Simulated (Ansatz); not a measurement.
System: CuI.

```
Cu I
1.0
     6.06300    0.00000    0.00000
     0.00000    0.00000   -6.06300
     0.00000    6.06300    0.00000
Cu I
4 4
Direct
  0.75000 0.75000 0.25000
  0.25000 0.75000 0.75000
  0.25000 0.25000 0.25000
  0.75000 0.25000 0.75000
  0.50000 0.50000 0.00000
  0.00000 0.50000 0.50000
  0.00000 0.00000 0.00000
  0.50000 0.00000 0.50000
```

Space group F-43m.

Theory: Ansatz 0.2.0, DFT HSE06, spin-orbit coupling, plane waves, PAW.

Question: What will maps of the valence pseudo-density and electron localisation function show?

Answer: Cu–I (2.63 Å): ρ is about 0.41 e/Å³ halfway, with its minimum of 0.35 e/Å³ about 1.1 Å from Cu; the ELF is about 0.55 at the midpoint.

Question: Metal or insulator at this level of theory?

Answer: It is gapped, with a Kohn–Sham gap of 2.4 eV on the k-point mesh, an upper bound to the gap of this method.

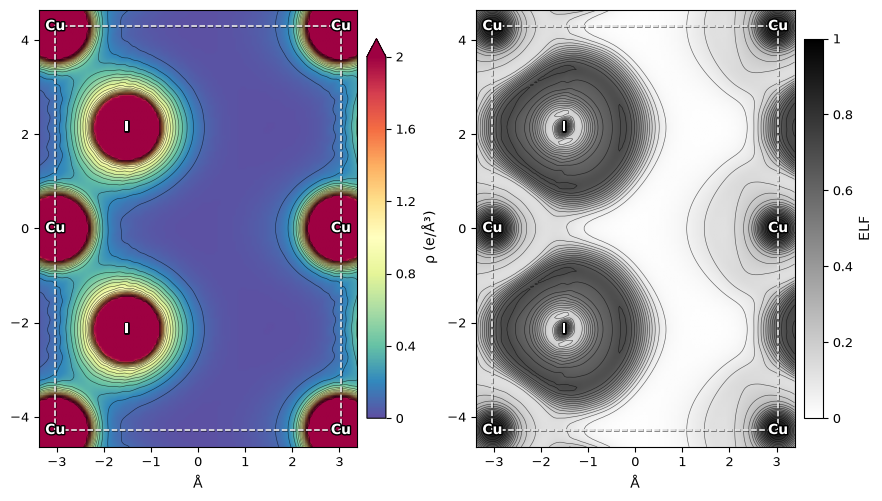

Computed valence pseudo-density and electron localisation function on the (110) plane of the conventional cell, in this order. 

Core electrons are frozen (PAW), and the valence fields are smoothed inside the atomic spheres.
